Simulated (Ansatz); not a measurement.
**B₃N₄ (slab): density, localisation and related maps**

```cif
data_structure
_symmetry_space_group_name_H-M 'P 1'
_symmetry_Int_Tables_number 1
_cell_length_a 2.5052
_cell_length_b 2.5052
_cell_length_c 25.6790
_cell_angle_alpha 90.000
_cell_angle_beta 90.000
_cell_angle_gamma 60.066
_cell_volume 139.66
loop_
_atom_site_label
_atom_site_type_symbol
_atom_site_fract_x
_atom_site_fract_y
_atom_site_fract_z
_atom_site_occupancy
B1 B 0.49989 0.49989 0.33101 1
N1 N 0.83341 0.83341 0.33101 1
B2 B 0.16207 0.16207 0.46020 1
N2 N 0.49549 0.49549 0.46021 1
B3 B 0.56140 0.56140 0.59248 1
N3 N 0.89248 0.89248 0.58326 1
N4 N 0.74538 0.74538 0.64126 1
```

The SCF solution may not be the lowest one; the program warned that a starting moment wasn't kept; spin-polarised.

The calculation used Ansatz, DFT PBE+D3(BJ), scalar-relativistic, plane waves, PAW.

In a PAW calculation such maps are meaningful between the atoms, not at the nuclei.

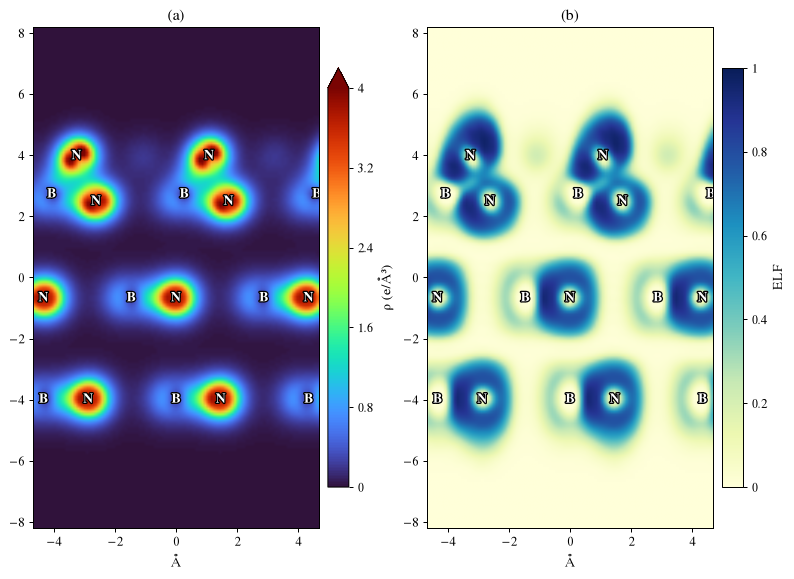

Figure 1. (a) valence electron density; (b) electron localisation function on the (11̄0) plane of the calculation cell, a cut from vacuum to vacuum.

Question: Read the bonding off the picture.

Answer:
- The plane passes through B and N nuclei.
- B–N (1.45 Å): ρ is about 1.8 e/Å³ halfway; the ELF peaks at about 0.95 between the atoms.
- N–N (1.62 Å): the density is about 1.3 e/Å³ at the midpoint; the ELF peaks at about 0.70 between the atoms.
- The density dies away to nearly zero in the vacuum.
- The ELF also peaks beside N, away from the bonds: lone-pair regions.

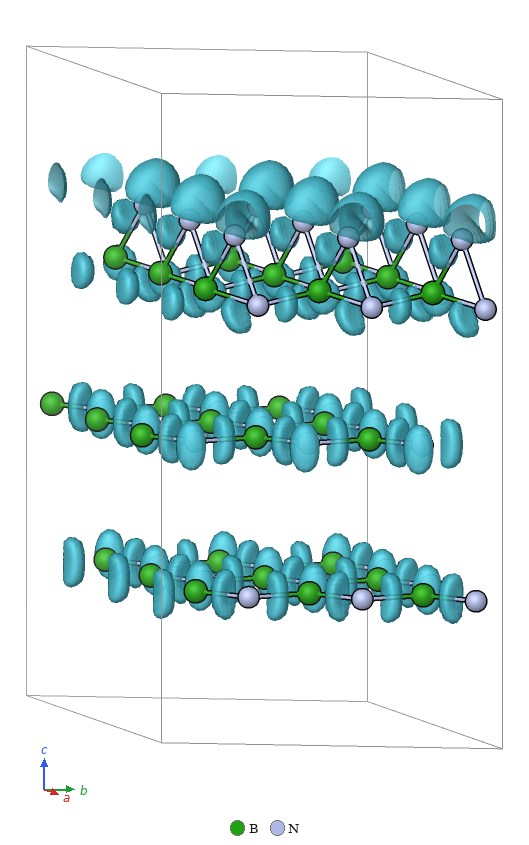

Figure 2. Isosurface of the electron localisation function at 0.85 (cyan), seen slightly off an axis. Only the valence region is drawn (cores and ρ < 0.01 e/Å³ removed). Sticks mark near contacts.

Question: Identify the bonds, lone pairs and shells in this picture.

Answer: The ELF exceeds this value in ten regions between bonded B–N atoms and one lobe on N, pointing away from the bonds (lone pairs), counted in one cell of 7 atoms. Counts are for one cell; the picture repeats the cell along the surface.
